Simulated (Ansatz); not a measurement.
**A series of single points on MgO**

System: MgO (I4mm, 2 atoms in the cell).
Method: DFT PBEsol, scalar-relativistic, plane waves, PAW, PAW set soft_1, no spin polarisation (Ansatz 0.2.0).

The 6 runs differ only in the geometry, by an even scaling of the cell at fixed fractional positions. The structure derives from an entry of the Crystallography Open Database.

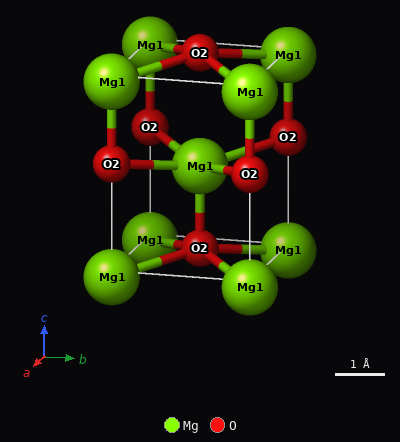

Figure 1. The structure of run 4 (ball-and-stick view of the cell 2 times as large as that of the calculation, set on its symmetry axes, seen slightly off an axis; atoms are numbered from 1 in the order of the input).

**Input of run 4**
```yaml
crystal:
  lattice:
    - [0.0, 2.1075959641, 2.1075959641]
    - [2.1075959641, 0.0, 2.1075959641]
    - [2.1075959641, 2.1075959641, 0.0]
  atoms:
    - { symbol: Mg, position: [0.0315450506, 0.0315450506, -0.0315450506] }
    - { symbol: O, position: [0.4520781014, 0.4520781014, 0.5479218986] }
basis:
  ecutwfc: 520.0
kpoints:
  mp_grid: { grid: [10, 10, 10] }
hamiltonian:
  xc: pbesol
  pseudopotentials: { kind: paw, azcp: { folder: soft_1 } }
scf:
  occupations: { method: gaussian, width: 0.05 }
output:
  forces: true
  stress: true
  eigenvalues: true
```

Command:
```bash
ansatz run input.yaml --threads 1 --pin off --max-ram 2048MiB --backend cpu --events-out ev --progress --plain --runs-dir out
```

Lattice vectors (Å) and fractional positions of run 4:
```
   0.000000    2.107596    2.107596
   2.107596    0.000000    2.107596
   2.107596    2.107596    0.000000
Mg  0.031545  0.031545 -0.031545
O   0.452078  0.452078  0.547922
```

Run 2 differs from it as follows:
```diff
-    - [0.0, 2.1075959641, 2.1075959641]
-    - [2.1075959641, 0.0, 2.1075959641]
-    - [2.1075959641, 2.1075959641, 0.0]
+    - [0.0, 2.0723991115, 2.0723991115]
+    - [2.0723991115, 0.0, 2.0723991115]
+    - [2.0723991115, 2.0723991115, 0.0]
```

**Results, with one run withheld**

| run | volume per atom (Å³) | free energy per atom, from the lowest run given (meV) | pressure (GPa) | gap on the mesh (eV) |
| --- | --- | --- | --- | --- |
| 1 | 8.677 | 113.27 | 29.08 | 5.33 |
| 2 | 8.901 | ? | ? | ? |
| 3 | 9.131 | 48.12 | 17.40 | 4.83 |
| 4 | 9.362 | 26.68 | 12.42 | 4.59 |
| 5 | 9.597 | 11.82 | 7.93 | 4.36 |
| 6 | 10.082 | 0.00 | 0.20 | 3.94 |

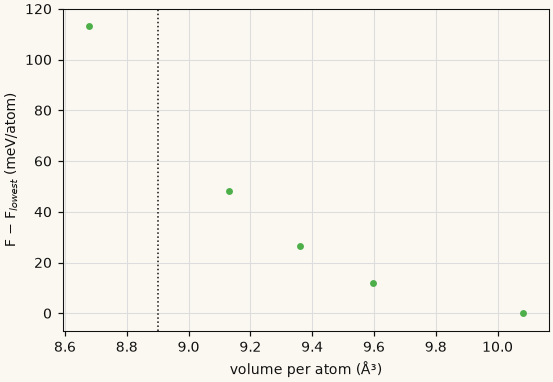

Figure 2. Free energy per atom of the runs given; the dotted line marks run 2.

What should run 2 give?

A cubic polynomial in V^(−2/3) (the Birch–Murnaghan form), fitted to the 5 runs given, misses them by at most 0.01 meV per atom. With x = V^(−2/3) − 0.22531 Å⁻², it reads F = 27.597 + 4920.6 x + 2.192e+05 x² − 8209.7 x³ (meV per atom). At run 2 it gives 77.00 meV per atom, and the run itself gives 77.04. The slope of the fit gives a pressure −dF/dV of 22.96 GPa there, and the run prints 22.98 GPa. The fit has no minimum inside this range. The gap on the mesh goes, without turning, from 5.33 eV in run 1 to 3.94 eV in run 6; run 2 has 5.07 eV. These are gaps of this functional on this mesh, which can miss the band edges; they aren't the measured gap.

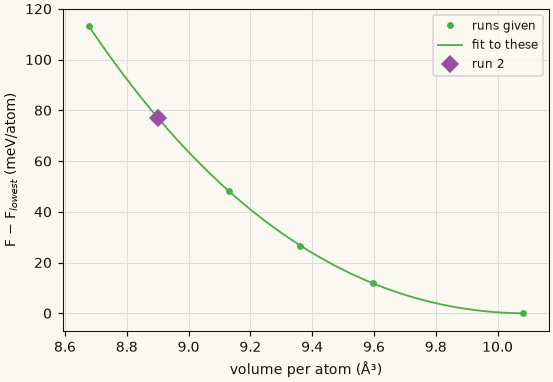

Figure 3. The fit and the withheld run.

**Output, shortened to warnings, some set-up lines, iterations and results (run 2)**
```
Warning: [file] the record states the generating functional pbe (its physics header spells it `PBE`), which answers neither for hamiltonian.xc's functional nor for the pbesol family's — results may be inconsistent (PPs are generated against a specific XC)
Warning: [file] the record states the generating functional pbe (its physics header spells it `PBE`), which answers neither for hamiltonian.xc's functional nor for the pbesol family's — results may be inconsistent (PPs are generated against a specific XC)
Basis set: ecut = 520 eV, 531 PW (Γ), exchange–correlation on 48×48×48 points (8 copies of the dense FFT grid, shifted against one another)
Symmetry: 8 space group operations
k-points: 102 of 1000 (time reversal used)
Initial density: superposition of atomic densities (chi_scale 0.1, normalization cell, long waves kept (reshape's long-wave potential 0.00 eV rms))
[...]
SCF iter   1: F=—  HF=-2475.399872 eV  |F-HF|=—  |Δ(HF+E_count)|=         —  Δρ=7.46e-2  dr2=5.85e-1  ethr=3.10e-3  ⟨swp⟩=6.0  Hψ=7576  notcnv=0
SCF iter   2: F=—  HF=-2475.315181 eV  |F-HF|=—  |Δ(HF+E_count)|=   8.47e-2  Δρ=2.99e-2  dr2=8.04e-2  ethr=3.10e-3  ⟨swp⟩=2.9  Hψ=3094  notcnv=0
SCF iter   3: F=—  HF=-2475.350664 eV  |F-HF|=—  |Δ(HF+E_count)|=   3.55e-2  Δρ=8.35e-3  dr2=1.09e-2  ethr=5.03e-4  ⟨swp⟩=2.5  Hψ=2293  notcnv=0
SCF iter   4: F=—  HF=-2475.351647 eV  |F-HF|=—  |Δ(HF+E_count)|=   9.82e-4  Δρ=4.51e-3  dr2=1.87e-3  ethr=6.80e-5  ⟨swp⟩=2.0  Hψ=2033  notcnv=0
SCF iter   5: F=—  HF=-2475.351500 eV  |F-HF|=—  |Δ(HF+E_count)|=   1.47e-4  Δρ=9.46e-4  dr2=7.79e-5  ethr=1.17e-5  ⟨swp⟩=2.0  Hψ=1582  notcnv=0
SCF iter   6: F=—  HF=-2475.351503 eV  |F-HF|=—  |Δ(HF+E_count)|=   3.13e-6  Δρ=1.05e-4  dr2=9.77e-7  ethr=4.87e-7  ⟨swp⟩=2.0  Hψ=1440  notcnv=0
SCF iter   7: F=-2475.351503 eV  HF=-2475.351503 eV  |F-HF|=2.75e-10  |Δ(HF+E_count)|=   9.20e-8  Δρ=6.05e-6  dr2=2.81e-9  ethr=6.25e-10  ⟨swp⟩=6.2  Hψ=6208  notcnv=0
SCF 1 converged in 7 iterations: F = -2475.351503 eV  dr2 = 2.81e-9
SCF converged after 7 iterations
Free energy (F): -2475.351503 eV
Harris-Foulkes:  -2475.351503 eV  (|F-HF|=2.75e-10)
Internal energy: -2475.351503 eV  (E = F + TS)
E sigma→0 (E₀):  -2475.351503 eV
Fermi energy:    10.958206 eV
--- Per-component energies (eV) ---
  E_band       = -282.706593
  E_kinetic    = 245.343920
  E_local      = -1685.160748  (includes V_loc(G=0)·N_el)
  E_nonlocal   = 248.178974
  E_hartree    = 560.608376
  E_xc         = -100.135720
  E_vxc        = -129.016482  (∫ρ·V_xc dr)
  E_paw        = -445.912492  (= ΣΔE_a)
  E_vpaw       = -83.270146  (= ΣTr[D̂ρ^β])
  E_aug_tail   = 0.000172  (compensation charges beyond the density's cutoff)
  E_ewald      = -1298.368135
  E_core_change = 0.094150  (= ΣΔE_core)
  E_smearing   = -0.000000  (= −TS)
  E_closure    = 0.000000  (closes the sum)
  Σ components = -2475.351503   (vs F -2475.351503, Δ=0.00e0)
--- Forces (eV/Å), atoms counted from 1 ---
  atom   1  Mg    -0.00000000     0.00000000    -3.95055070
  atom   2  O      0.00000000     0.00000000     3.95054257
  max |Σ_I F_I| component: 8.13e-6 eV/Å
--- Stress (GPa, compression-positive) ---
        5.506506       0.000000       0.000000
        0.000000       5.506506       0.000000
        0.000000       0.000000      57.928601
  P = ⅓ Tr σ = 22.9805 GPa (229.805 kbar)
```

Warnings of the run: the PAW datasets were made with another functional.
